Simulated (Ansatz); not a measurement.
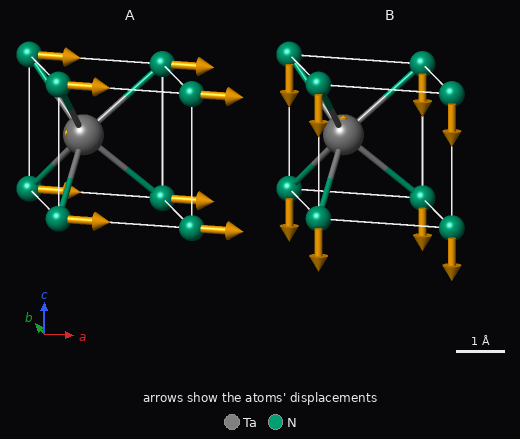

Modes of a crystal of TaN, space group P-6m2 (No. 187), at the zone centre (one member of each degenerate set). The orange arrows are the displacements of the atoms (eigenvector over the root of the mass), of arbitrary overall length and sign. The picture is a ball-and-stick view of the cell of the calculation, seen slightly off an axis.

The calculation used Ansatz 0.2.0, DFT PBE, scalar-relativistic, plane waves, PAW.

The frequencies depend somewhat on the k-mesh and the smearing.

Which are infrared-active and which Raman-active?

Answer. A is E′, infrared- and Raman-active by symmetry (511 cm⁻¹). B is A₂″, infrared-active by symmetry (530 cm⁻¹). In a metal the free carriers screen the infrared response.
